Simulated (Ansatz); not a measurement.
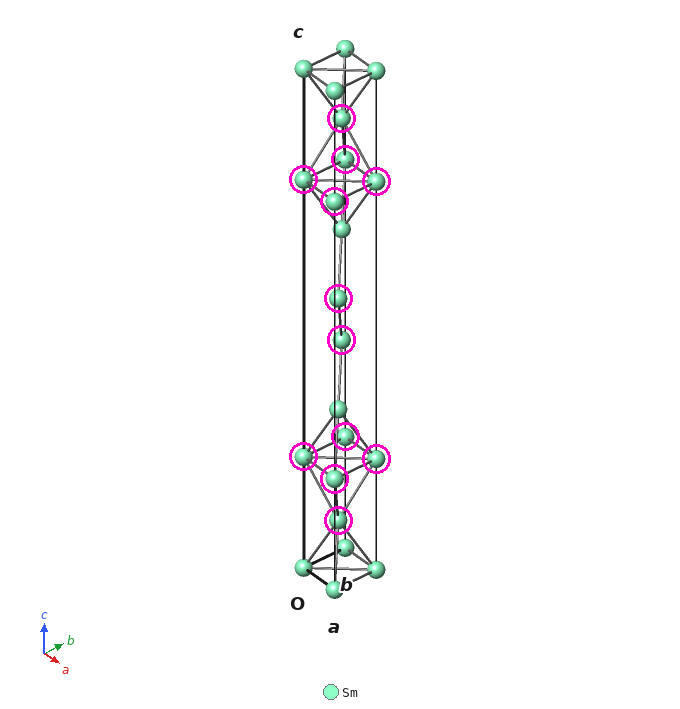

One unit cell; the ringed atoms, with their copies on corners, edges and faces, form one crystallographic orbit. Crystal: Sm, the input geometry of an electronic-structure calculation (not necessarily at equilibrium). All values are computed from the atomic coordinates in the standard setting (tolerance 0.002 Å).

a = 3.814 Å, b = 3.814 Å, c = 27.771 Å, α = 90.00°, β = 90.00°, γ = 120.00°; space group R-3m (No. 166, hexagonal axes).

### Which Wyckoff position do the ringed atoms fill?

Sm on 6c, site symmetry 3m: 36 operations a cell over 6 that keep the site give 6 atoms, with 1 free parameter.

### One of them lies at (1/3, 2/3, 0.889). List the coordinates of all.

(1/3, 2/3, 0.889); (0, 0, 0.778); (0, 0, 0.222); (2/3, 1/3, 0.111); (2/3, 1/3, 0.555); (1/3, 2/3, 0.445).
